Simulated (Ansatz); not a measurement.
**Ta2N: a changed input and its effect**

System: Ta2N (3 atoms in the cell).
Method of the first run: DFT PBE, scalar-relativistic, plane waves, PAW, no spin polarisation (Ansatz 0.2.0).

The structure derives from a Materials Project entry. Text and figures count atoms from 1; the logs count them from 0 in places.

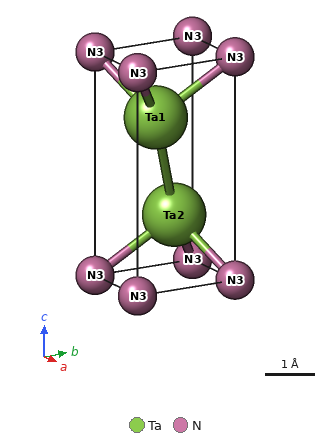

Fig. 1: The input geometry (ball-and-stick view of the cell of the calculation, seen slightly off an axis; atoms are numbered from 1 in the order of the input). An atom can appear more than once, as a periodic image. Near neighbours in the periodic cell (some may lie outside the picture): Ta has 3 N at 2.07 Å and 12 Ta at 2.84 to 2.95 Å; N has 6 Ta at 2.07 Å.

## The input, the first run
```yaml
crystal:
  lattice:
    - [2.9460830528, 0.0, 0.0]
    - [-1.4730415264, 2.5513827654, 0.0]
    - [0.0, 0.0, 4.6377955592]
  atoms:
    - { symbol: Ta, position: [0.6666666667, 0.3333333333, 0.7449050322] }
    - { symbol: Ta, position: [0.3333333333, 0.6666666667, 0.2550949678] }
    - { symbol: "N", position: [0.0, 0.0, 0.0] }
basis:
  ecutwfc: 420
kpoints:
  mp_grid: { grid: [18, 18, 10] }
hamiltonian:
  xc: pbe
scf:
  occupations: { method: gaussian, width: 0.15 }
output:
  forces: true
  stress: true
  eigenvalues: true
```

Launched with:
```bash
ansatz run input.yaml --threads 2 --pin off --max-ram 5120MiB --backend cpu --events-out ev --progress --plain --runs-dir out
```

Hardware: 2 threads of Intel Xeon @ 2.90GHz (Ice Lake), 192 GiB of memory available, shared host.

## Output, shortened to warnings, some set-up lines, iterations and results (the first run)
```
Basis set: ecut = 420 eV, 687 PW (Γ), exchange–correlation on 40×40×64 points (8 copies of the dense FFT grid, shifted against one another)
Symmetry: 12 space group operations
k-points: 330 of 3240
Initial density: superposition of atomic densities (neutral atoms: chi_scale 0, normalization atom), corrected by the library's trained network
[...]
SCF iter   1: F=—  HF=-20249.974201 eV  |F-HF|=—  |Δ(HF+E_count)|=         —  Δρ=6.93e-3  dr2=2.66e-2  ethr=1.77e-3  ⟨swp⟩=5.1  Hψ=29465  notcnv=0
SCF iter   2: F=—  HF=-20249.971200 eV  |F-HF|=—  |Δ(HF+E_count)|=   3.00e-3  Δρ=4.89e-3  dr2=1.57e-2  ethr=8.60e-5  ⟨swp⟩=1.0  Hψ=9240  notcnv=0
SCF iter   3: F=—  HF=-20249.967863 eV  |F-HF|=—  |Δ(HF+E_count)|=   3.34e-3  Δρ=1.22e-3  dr2=9.68e-4  ethr=5.06e-5  ⟨swp⟩=2.0  Hψ=8871  notcnv=0
SCF iter   4: F=—  HF=-20249.967666 eV  |F-HF|=—  |Δ(HF+E_count)|=   1.97e-4  Δρ=2.94e-4  dr2=3.29e-5  ethr=3.12e-6  ⟨swp⟩=2.1  Hψ=9495  notcnv=0
SCF iter   5: F=—  HF=-20249.967676 eV  |F-HF|=—  |Δ(HF+E_count)|=   1.03e-5  Δρ=8.71e-5  dr2=2.48e-6  ethr=1.06e-7  ⟨swp⟩=2.0  Hψ=9599  notcnv=0
SCF iter   6: F=—  HF=-20249.967676 eV  |F-HF|=—  |Δ(HF+E_count)|=   1.16e-8  Δρ=2.51e-5  dr2=1.49e-7  ethr=7.98e-9  ⟨swp⟩=2.1  Hψ=8874  notcnv=0
SCF iter   7: F=-20249.967676 eV  HF=-20249.967676 eV  |F-HF|=1.15e-9  |Δ(HF+E_count)|=   3.55e-8  Δρ=4.08e-6  dr2=2.09e-9  ethr=3.23e-10  ⟨swp⟩=6.3  Hψ=25920  notcnv=0
SCF 1 converged in 7 iterations: F = -20249.967676 eV  dr2 = 2.09e-9
SCF converged after 7 iterations
Free energy (F): -20249.967676 eV
Harris-Foulkes:  -20249.967676 eV  (|F-HF|=1.15e-9)
Internal energy: -20249.955609 eV  (E = F + TS)
E sigma→0 (E₀):  -20249.961642 eV
Entropy (-TS):   -0.012068 eV (-4.023 meV/atom)
Fermi energy:    23.192827 eV
--- Per-component energies (eV) ---
  E_band       = -71.416938
  E_kinetic    = 884.447642
  E_local      = -1052.377712  (includes V_loc(G=0)·N_el)
  E_nonlocal   = 77.966482
  E_hartree    = 380.953389
  E_xc         = -504.152872
  E_vxc        = -494.002522  (∫ρ·V_xc dr)
  E_paw        = -16923.874522  (= ΣΔE_a)
  E_vpaw       = -249.358356  (= ΣTr[D̂ρ^β])
  E_aug_tail   = 0.000441  (compensation charges beyond the density's cutoff)
  E_ewald      = -3112.918456
  E_smearing   = -0.012068  (= −TS)
  E_closure    = 0.000000  (closes the sum)
  Σ components = -20249.967676   (vs F -20249.967676, Δ=0.00e0)
--- Forces (eV/Å), atoms counted from 1 ---
  atom   1  Ta    -0.00000000     0.00000000    -1.13029877
  atom   2  Ta     0.00000000    -0.00000000     1.13029877
  atom   3  N      0.00000000     0.00000000     0.00000000
  max |Σ_I F_I| component: 5.26e-31 eV/Å
--- Stress (GPa, compression-positive) ---
       60.153691      -0.000000       0.000000
       -0.000000      60.153691       0.000000
        0.000000       0.000000      60.594251
  P = ⅓ Tr σ = 60.3005 GPa (603.005 kbar)
```

For the second run the input was changed thus:
```diff
-    - { symbol: Ta, position: [0.6666666667, 0.3333333333, 0.7449050322] }
-    - { symbol: Ta, position: [0.3333333333, 0.6666666667, 0.2550949678] }
-    - { symbol: "N", position: [0.0, 0.0, 0.0] }
+    - { symbol: Ta, position: [0.6666666667, 0.3333333333, 0.7449050322], spin: 0.2 }
+    - { symbol: Ta, position: [0.3333333333, 0.6666666667, 0.2550949678], spin: 0.2 }
+    - { symbol: "N", position: [0.0, 0.0, 0.0], spin: 0.2 }
+  xc_grid: 2
+magnetization:
+  spin_polarized: true
```

What does this change do to the results?

The energy is the same within 0.01 meV per atom. With spin allowed, the absolute moment of the cell comes to 0.00 μB. The SCF takes 10 iterations against 7. On the same kind of shared host the second run took about 2.5 times as long. The two runs start from different initial densities, which also moves the count.

## Output, shortened to warnings, some set-up lines, iterations and results (the second run)
```
WARN: the starting moments were not kept: the SCF closed with an absolute magnetisation of 1.3e-6 μB, where they sum to 0.6 μB in size (3 sites). That is at most 0.1 of that sum. Measured as dr2_m measures the in/out step, that magnetisation stands 6.1e-13 eV from none, at or under the dr2_threshold of 1.0e-7 eV: it is no larger than a step whose dr2_m would equal this threshold. The system may …
Basis set: ecut = 420 eV, 687 PW (Γ), exchange–correlation on 40×40×64 points (8 copies of the dense FFT grid, shifted against one another)
Symmetry: 12 space group operations
k-points: 330 of 3240
Initial density: superposition of atomic densities (chi_scale 0.1, normalization cell, long waves kept (reshape's long-wave potential 0.04 eV rms))
[...]
SCF iter   1: F=—  HF=-20246.725641 eV  |F-HF|=—  |Δ(HF+E_count)|=         —  Δρ=4.07e-2 (↑4.07e-2 ↓3.08e-2)  dr2=4.86e0  dr2_m=3.75e-2  M=0.033 μB ∫|m|=0.036 μB  β_m=0.30  …
SCF iter   2: F=—  HF=-20247.600790 eV  |F-HF|=—  |Δ(HF+E_count)|=   8.75e-1  Δρ=2.74e-2 (↑2.74e-2 ↓2.20e-2)  dr2=2.53e0  dr2_m=1.90e-2  M=0.026 μB ∫|m|=0.029 μB  β_m=0.63  …
SCF iter   3: F=—  HF=-20249.900270 eV  |F-HF|=—  |Δ(HF+E_count)|=    2.30e0  Δρ=6.19e-3 (↑6.19e-3 ↓5.84e-3)  dr2=9.65e-2  dr2_m=1.28e-4  M=0.003 μB ∫|m|=0.004 μB  β_m=0.58  …
SCF iter   4: F=—  HF=-20249.898261 eV  |F-HF|=—  |Δ(HF+E_count)|=   2.01e-3  Δρ=2.58e-3 (↑2.38e-3 ↓2.58e-3)  dr2=6.28e-3  dr2_m=9.82e-5  M=0.003 μB ∫|m|=0.003 μB  β_m=0.69  …
SCF iter   5: F=—  HF=-20249.963873 eV  |F-HF|=—  |Δ(HF+E_count)|=   6.56e-2  Δρ=6.49e-4 (↑6.49e-4 ↓6.37e-4)  dr2=3.42e-4  dr2_m=6.69e-6  M=0.001 μB ∫|m|=0.001 μB  β_m=0.83  …
SCF iter   6: F=—  HF=-20249.967669 eV  |F-HF|=—  |Δ(HF+E_count)|=   3.80e-3  Δρ=5.48e-5 (↑5.48e-5 ↓4.61e-5)  dr2=3.29e-6  dr2_m=4.57e-8  M=0.000 μB ∫|m|=0.000 μB  β_m=0.84  …
SCF iter   7: F=—  HF=-20249.967676 eV  |F-HF|=—  |Δ(HF+E_count)|=   6.63e-6  Δρ=9.05e-6 (↑7.05e-6 ↓9.05e-6)  dr2=8.53e-8  dr2_m=1.85e-9  M=0.000 μB ∫|m|=0.000 μB  β_m=0.80  …
SCF iter   8: F=—  HF=-20249.967676 eV  |F-HF|=—  |Δ(HF+E_count)|=   3.61e-8  Δρ=1.90e-6 (↑1.90e-6 ↓1.31e-6)  dr2=1.88e-9  dr2_m=3.13e-10  M=0.000 μB ∫|m|=0.000 μB  β_m=0.80  …
SCF iter   9: F=—  HF=-20249.967676 eV  |F-HF|=—  |Δ(HF+E_count)|=   2.90e-9  Δρ=5.54e-7 (↑5.54e-7 ↓2.80e-7)  dr2=7.25e-11  dr2_m=4.14e-11  M=0.000 μB ∫|m|=0.000 μB  β_m=0.85 …
SCF iter  10: F=-20249.967676 eV  HF=-20249.967676 eV  |F-HF|=7.28e-12  |Δ(HF+E_count)|=  2.00e-10  Δρ=1.50e-7 (↑1.50e-7 ↓5.89e-8)  dr2=7.60e-12  dr2_m=2.93e-12  M=0.000 μB …
SCF 1 converged in 10 iterations: F = -20249.967676 eV  dr2 = 7.60e-12
the search or the solves at the SCF's close seem to have found levels that the self-consistency loop had missed (the run counts 5). By its estimate they hold under 1e-12 electrons; where the run keeps them, the occupations were computed again with them
WARN: the starting moments were not kept: the SCF closed with an absolute magnetisation of 1.3e-6 μB, where they sum to 0.6 μB in size (3 sites). That is at most 0.1 of that sum. Measured as dr2_m measures the in/out step, that magnetisation stands 6.1e-13 eV from none, at or under the …
SCF converged after 10 iterations
Magnetization: 0.0000 μB (15.5000 up, 15.5000 down)
Absolute magnetization: 0.0000 μB (∫|ρ↑−ρ↓|, with the PAW one-centre terms)
Spin contamination: 0.0000 ħ² per cell (⟨S²⟩ above its minimum at these occupations)
Per-site moments (μB) at R_I (Å): [(-7.051929795429338e-8, 0.8546627112229951), (-7.051929799489634e-8, 0.8546627112229953), (5.371318567780519e-7, 0.8546627112229951)]
Free energy (F): -20249.967676 eV
Harris-Foulkes:  -20249.967676 eV  (|F-HF|=7.28e-12)
Internal energy: -20249.955609 eV  (E = F + TS)
E sigma→0 (E₀):  -20249.961642 eV
Entropy (-TS):   -0.012068 eV (-4.023 meV/atom)
Fermi energy:    23.192828 eV
--- Per-component energies (eV) ---
  E_band       = -71.417004
[...]
```

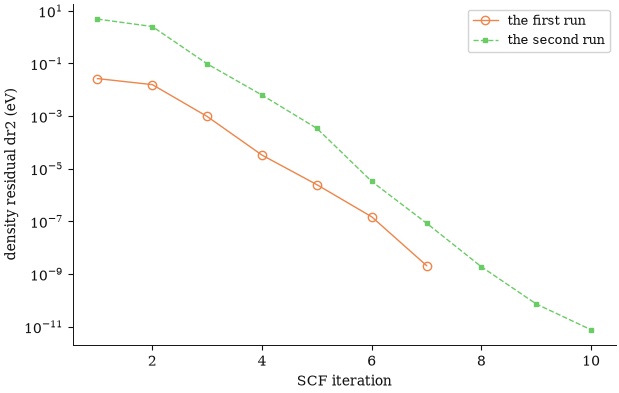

Fig. 2: Convergence of the two runs: density residual dr2 against the SCF iteration. The first run takes 7 iterations in all, and the second run takes 10.

## The two runs side by side

| quantity | the first run | the second run |
| --- | --- | --- |
| outcome | converged | converged |
| free energy per atom (eV) | −6749.9892 | −6749.9892 |
| energy per atom, smearing taken to zero (eV) | −6749.9872 | −6749.9872 |
| gap on the mesh (eV) | 0.00 | 0.00 |
| pressure (GPa) | 60.30 | 60.30 |
| largest force (eV/Å) | 1.130 | 1.130 |
| SCF iterations | 7 | 10 |
| irreducible k-points | 330 | 330 |
| plane waves at Γ | 687 | 687 |
| net moment of the cell (μB) | – | 0.00 |
| absolute moment of the cell (μB) | – | 0.00 |
| wall time (shared host) | 7.1 s | 17 s |

For both runs: Spin–orbit coupling is left out, which matters for Ta. The cell is under a pressure of 60 GPa at this level, so it is not at its equilibrium volume. For the first run: The cell holds an odd number of electrons but the run has no spin polarisation, so a band is left half filled. For the second run: Warnings: some starting moments were not kept.
